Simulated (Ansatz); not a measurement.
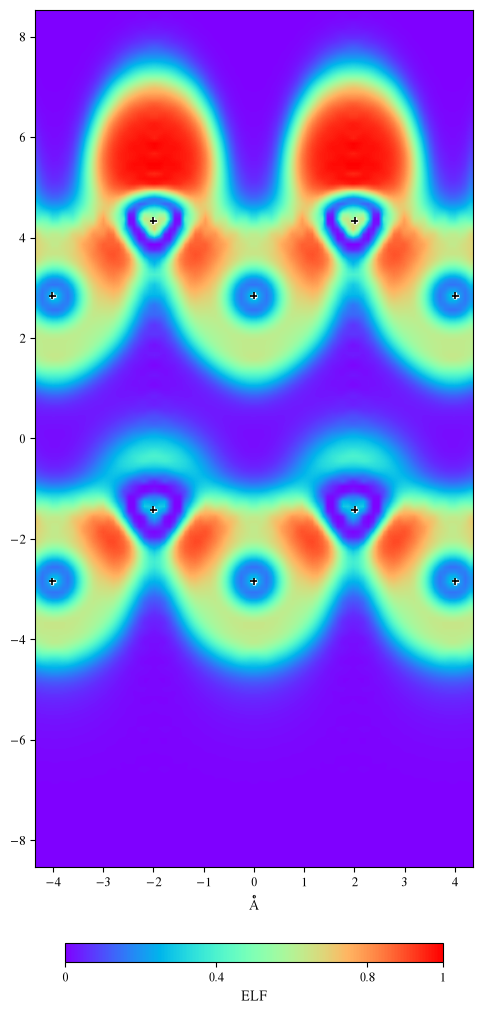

The electron localisation function on a plane through atoms (crosses mark nuclei in the plane).

The calculation used Ansatz 0.2.0, DFT PBEsol, scalar-relativistic, plane waves, PAW.

Candidates:
A. Ti, a = 4.06 Å, b = 4.06 Å, c = 4.06 Å, α = 90.00°, β = 90.00°, γ = 90.00°. Space group Fm-3m; computed without spin polarisation.
B. Al₄As₃ (slab), a = 4.01 Å, b = 4.01 Å, c = 23.51 Å, α = 90.00°, β = 90.00°, γ = 90.00°. Computed without spin polarisation.
C. MoP (slab), a = 3.21 Å, b = 3.21 Å, c = 26.11 Å, α = 90.00°, β = 90.00°, γ = 120.00°. Computed without spin polarisation.

Question: Which candidate gave the map?

Answer: Candidate B: Al₄As₃ on the (010) plane of the calculation cell, a cut from vacuum to vacuum, which holds As and Al. Al–As (2.46 Å): the ELF peaks at about 0.90 between the atoms. Al–As (2.50 Å): the ELF peaks at about 0.90 between the atoms.
